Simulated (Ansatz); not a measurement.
Run report: Ti3O7, single-point calculation (part 2 of 2)

Continued. System: Ti3O7 (slab, 10 atoms in the cell). Method: DFT, RPBE, plane waves, PAW, spin-polarised (Ansatz 0.2.0); cutoff 420 eV, 9×6×1 k-mesh, Gaussian smearing of 0.05 eV, collinear spins. The structure derives from an entry of the Crystallography Open Database.

Geometry of the input (Å; fractional positions):
```
2.9390  0.0000  0.0000
0.0000  4.5912  0.0000
0.0000  0.0000  25.3870
O  0.5000  0.1956  0.3348
Ti 0.0000  0.0000  0.3702
O  0.5000  0.8044  0.4056
O  0.0000  0.3044  0.4252
Ti 0.4586  0.5096  0.4604
O  -0.0166  0.7004  0.4957
O  0.5216  0.2099  0.5191
Ti -0.1208  -0.0814  0.5621
O  0.3766  0.8232  0.5989
O  0.7340  0.3184  0.5664
```

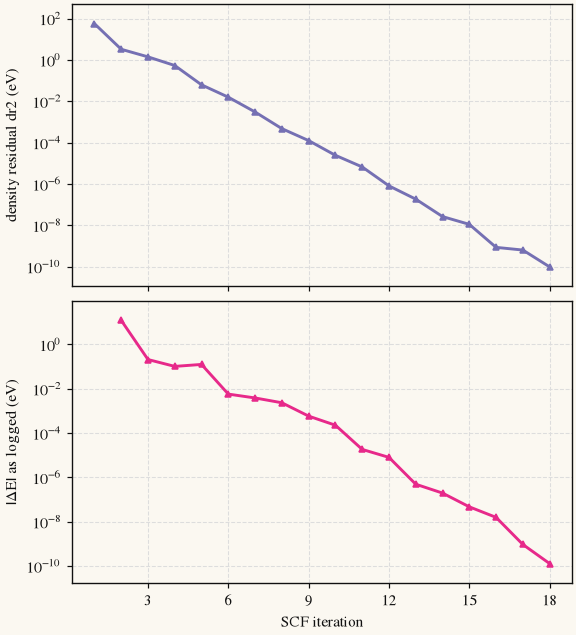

**Figure 1.** Convergence of the self-consistent field: density residual dr2 and size of the energy change against the SCF iteration. The residual falls at every step.

```
WARN: the starting moments were not kept: the SCF closed with an absolute magnetisation of 9.8e-6 μB, where they sum to 2 μB in size (1 site). That is at most 0.1 of that sum. Measured as dr2_m measures the in/out step, that magnetisation stands 1.8e-11 eV from none, at or under the dr2_threshold of 1.0e-7 eV: it is no larger than a step whose dr2_m would equal this threshold. The system may hold no moment; this SCF shows only that its start led to no more than that. To try another start: raise the starting moments (crystal.atoms[].spin, magnetization.per_species, magnetization.initial_magnetization, or on a non-collinear deck that types none of these the spinor_matrix: blocks that start its atoms; where the total moment is fixed, keep their sum and leave initial_magnetization as it is; typed ones take the place of any that the run laid by itself, positive ones on a crystal's lanthanoids without a Hubbard term where scf.initial_density.shell_occupations: [] is typed) or, if the notice of its spin-set hold's release reads "site moments contracting" or "site moments show no strong build", lengthen the hold (scf.mixing.spin_hold: { on: { confirm: 4 } }; for m-r²SCAN on two components see the key's manual first). Each may lead to a state that holds a moment. A second SCF, from the converged charge density, with the starting moments and any scf.initial_density.shell_occupations laid on it anew, would have followed, and was not run: the deck does not ask for one (magnetization.retry_lost_moments is false, the default). To let it run, set magnetization.retry_lost_moments: true and run the deck again, where that key's refused combinations let it; where memory then withholds it, that run's warning says so.
this state was not tested for a lower state beside it, because the mixer in use, unlike msr1, does not test its closes by its own steps (another_mixer; see scf.mixing.algorithm and scf.lower_state_search)
SCF converged after 18 iterations
Magnetization: 0.0000 μB (39.0000 up, 39.0000 down)
Absolute magnetization: 0.0000 μB (∫|ρ↑−ρ↓|, with the PAW one-centre terms)
Spin contamination: 0.0000 ħ² per cell (⟨S²⟩ above its minimum at these occupations)
Per-site moments (μB) at R_I (Å): [(8.584357753048117e-7, 0.8011173834634975), (-6.077690591283897e-7, 0.8011173824952053), (2.821049171165451e-7, 0.8011173824952053), (1.8878347175694463e-7, 0.7714818805745698), (-3.746483327725931e-8, 0.7714818805745698), (4.116406455491872e-7, 0.7742296983497114), (-9.73929334168895e-7, 0.5951336190796007), (-7.632378808086013e-7, 0.7377654022270249), (2.0997403797874057e-6, 0.7377654022270249), (-8.050670005292278e-8, 0.5951336190796007)]
Free energy (F): -11503.445479 eV
Harris-Foulkes:  -11503.445479 eV  (|F-HF|=9.64e-11)
Internal energy: -11503.445479 eV  (E = F + TS)
E sigma→0 (E₀):  -11503.445479 eV
Fermi energy:    -1.069797 eV
Dipole field:    D = -0.031184 V/Å  (p = -0.059035 e·Å, saw-weighted, corrected)
Work function:   Φ+ = 6.3304 eV   Φ− = 5.5387 eV
Levels:          The Fermi level and band energies are counted from a zero that moves with the ramp; work functions are not
--- Per-component energies (eV) ---
  E_band       = -1474.790551
  E_kinetic    = 2045.695549
  E_local      = -91690.757155  (includes V_loc(G=0)·N_el)
  E_nonlocal   = 337.562968
  E_hartree    = 44803.181827
  E_xc         = -814.445859
  E_vxc        = -1028.759729  (∫ρ·V_xc dr)
  E_paw        = -4263.556399  (= ΣΔE_a)
  E_vpaw       = -745.209375  (= ΣTr[D̂ρ^β])
  E_aug_tail   = 0.017215  (compensation charges beyond the density's cutoff)
  E_efield     = 0.000920  (sawtooth field / dipole correction)
  E_vefield    = 0.296891  (∫n·V_field dr)
  E_ewald      = 38079.158573
  E_core_change = -0.303118  (= ΣΔE_core)
  E_smearing   = -0.000000  (= −TS)
  E_closure    = -0.000000  (closes the sum)
  Σ components = -11503.445479   (vs F -11503.445479, Δ=0.00e0)
--- Forces (eV/Å), atoms counted from 1 ---
  atom   1  O      0.02435333    -1.97351313     0.48190483
  atom   2  Ti    -0.04071926     3.79358847    -0.89556454
  atom   3  O      0.02009441    -1.09945943    -0.17335157
  atom   4  O     -0.04514985    -0.79397074    -0.39750330
  atom   5  Ti     0.05027497    -0.03419594    -0.00141071
  atom   6  O      0.03067453     0.17853726     0.01874023
  atom   7  O     -0.25053641    -0.18068638    -0.41070417
  atom   8  Ti     0.06069574    -0.05677513     0.15580169
  atom   9  O      0.00491089    -0.21541184     0.62198193
  atom  10  O      0.14540611     0.38188707     0.60011306
  max |Σ_I F_I| component: 7.45e-6 eV/Å
--- Band table (eV; the first three rows and the last of 56) ---
  k-point 0 ↑: bands = ["-59.5175", "-59.4434", "-58.5924", "-35.8121", "-35.7157", "-35.6852", "-35.5689", "-35.5547", "-35.3682", "-34.9660", "-34.8112", "-34.7044", "-23.8048", "-20.5070", "-19.8460", "-19.2897", "-18.8651", "-18.2673", "-16.6613", "-8.1256", "-8.0081", "-7.4173", "-7.1742", "-6.5859", "-6.5117", "-6.1133", "-6.0285", "-5.4260", "-5.1364", "-4.8937", "-4.5449", "-4.4291", "-4.1671", "-3.8548", "-3.6803", "-3.3285", "-3.2466", "-2.7982", "-2.2205", "-0.3878", "0.1139", "0.2366", "0.3723", "0.4272", "1.1190", "1.2892", "1.4963", "1.9439", "2.3750", "2.9942"]
  k-point 1 ↑: bands = ["-59.5174", "-59.4434", "-58.5923", "-35.8137", "-35.7146", "-35.6866", "-35.5681", "-35.5546", "-35.3683", "-34.9674", "-34.8119", "-34.7045", "-23.7863", "-20.4671", "-19.8737", "-19.3170", "-18.8701", "-18.2722", "-16.6471", "-8.1686", "-7.9401", "-7.4603", "-7.1592", "-6.5863", "-6.4028", "-6.1267", "-6.0123", "-5.4491", "-5.1324", "-4.9872", "-4.5844", "-4.3467", "-4.1408", "-3.9178", "-3.7047", "-3.3915", "-3.2935", "-2.9214", "-2.1919", "-0.3828", "0.1044", "0.1979", "0.4253", "0.5048", "1.1394", "1.2993", "1.4764", "1.9184", "2.4064", "3.0311"]
  k-point 2 ↑: bands = ["-59.5172", "-59.4435", "-58.5923", "-35.8169", "-35.7128", "-35.6894", "-35.5665", "-35.5543", "-35.3684", "-34.9705", "-34.8131", "-34.7046", "-23.7490", "-20.3657", "-19.9538", "-19.3687", "-18.8801", "-18.2818", "-16.6188", "-8.1987", "-7.9443", "-7.3984", "-7.1714", "-6.5937", "-6.2360", "-6.1233", "-5.8859", "-5.5206", "-5.1327", "-5.0277", "-4.7610", "-4.4089", "-4.1857", "-3.9428", "-3.6855", "-3.4949", "-3.3300", "-3.1498", "-2.1543", "-0.3908", "0.0955", "0.1885", "0.4417", "0.7386", "1.1342", "1.2554", "1.5232", "1.8779", "2.4574", "2.9748"]
  k-point 27 ↓: bands = ["-59.4751", "-59.4019", "-58.5459", "-36.0222", "-35.8365", "-35.7036", "-35.6719", "-35.6192", "-35.4821", "-35.2665", "-34.8557", "-34.7498", "-23.4727", "-19.8149", "-19.6910", "-19.3774", "-18.5185", "-18.2101", "-16.6479", "-8.0806", "-7.7270", "-7.3724", "-7.1121", "-6.9494", "-6.3199", "-6.1247", "-5.9738", "-5.8509", "-5.2246", "-5.0446", "-4.8106", "-4.4472", "-4.2229", "-4.1121", "-3.7071", "-3.6519", "-3.3552", "-2.9642", "-1.9908", "-0.4661", "0.0460", "0.6187", "0.8666", "1.0031", "1.0738", "1.1781", "1.4169", "1.5892", "1.9195", "2.3521"]
```

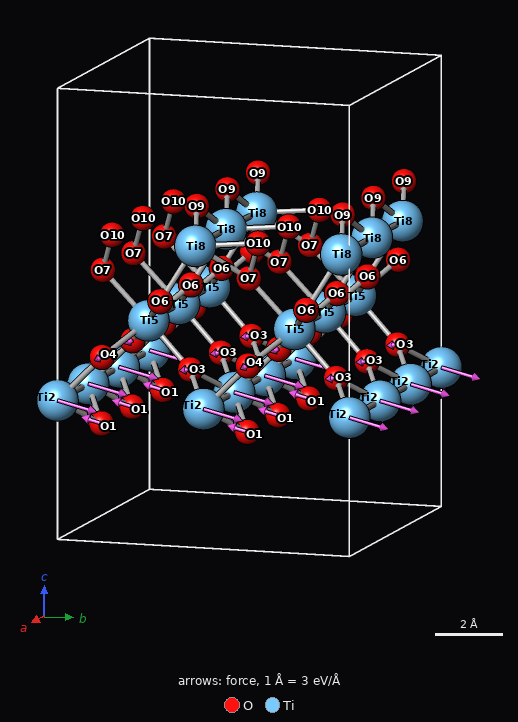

**Figure 2.** Forces on the atoms as pink arrows (ball-and-stick view of the 3 × 2 repeat of the cell, with the vacuum cut short, seen slightly off an axis; atoms are numbered from 1 in the order of the input); the smallest are left out. The largest act on Ti2 (3.90 eV/Å); O1 (2.03 eV/Å). The geometry is not a stationary point of this energy.

### Results in brief

- outcome: converged
- electrons treated: 78
- free energy: −11503.4455 eV
- Fermi energy: −1.070 eV
- gap on the k-point mesh: 1.21 eV
- net moment of the cell: 0.00 μB
- integrated absolute moment: 0.00 μB
- largest force (length of the vector): 3.898 eV/Å
- wall time: 31 s (CPU time 62 s)
- peak memory: 1 GiB

### Remarks

Settings chosen away from the usual ones: hamiltonian.xc set to rpbe (from pbesol); basis.ecutwfc removed. The program warns: some starting moments were not kept; the state was not tested for a lower one.
